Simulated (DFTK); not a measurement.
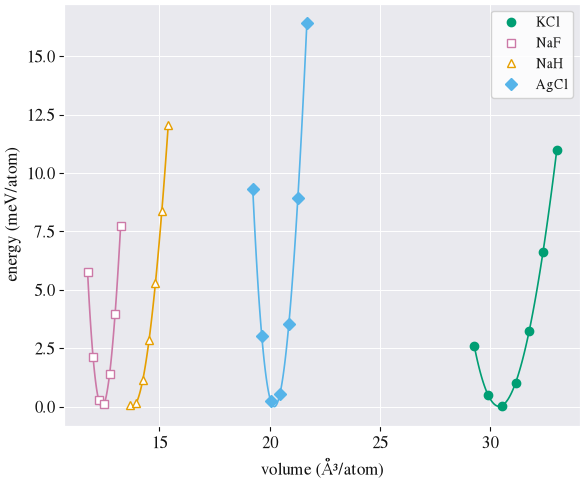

How it was computed, with DFTK 0.8.2: plane-wave DFT, no spin polarisation; energies at scaled volumes of the given cell, shape and fractions fixed, counted from the fit's minimum, third-order Birch-Murnaghan fit. Level: PBEsol.

occupations Fermi–Dirac; smearing width 0.05 eV; potentials dojo.nc.sr.pbesol.v0_4_1.standard.

Caption: Energy against volume, with one curve for each compound, for AgCl, KCl, NaF and NaH (all in space group Fm-3m (No. 225)).

Settings that differ: KCl: wave cutoff 1010 eV, k mesh 7×7×7; NaF: wave cutoff 1200 eV, k mesh 10×10×10; NaH: wave cutoff 1200 eV, k mesh 9×9×9; AgCl: wave cutoff 1120 eV, k mesh 8×8×8.

The fitted equilibrium volumes, smallest first, are NaF 12.391, NaH 13.771, AgCl 20.211, KCl 30.406 Å³/atom. The fitted bulk moduli, smallest first, are KCl 18.4, NaH 24.0, NaF 48.5, AgCl 56.7 GPa.
